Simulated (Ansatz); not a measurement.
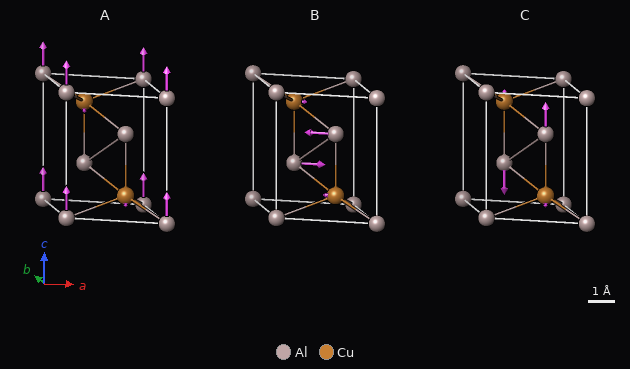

Modes of a crystal of Al3Cu2, space group P-3m1 (No. 164), at the zone centre (one member of each degenerate set). The pink arrows are the displacements of the atoms (eigenvector over the root of the mass), of arbitrary overall length and sign. Style: ball-and-stick. Shown: the cell of the calculation, slightly off an axis.

Method: DFT PBEsol, scalar-relativistic, plane waves, PAW (Ansatz 0.2.0).

The frequencies depend somewhat on the k-mesh and the smearing.

**Give the symmetry species and the selection rules of each.**

A is A₂u, infrared-active by symmetry (183 cm⁻¹). B is E_g, Raman-active by symmetry (271 cm⁻¹). C is A₁g, Raman-active by symmetry (355 cm⁻¹). The crystal has a centre of inversion, so no mode is both. In a metal the free carriers screen the infrared response.
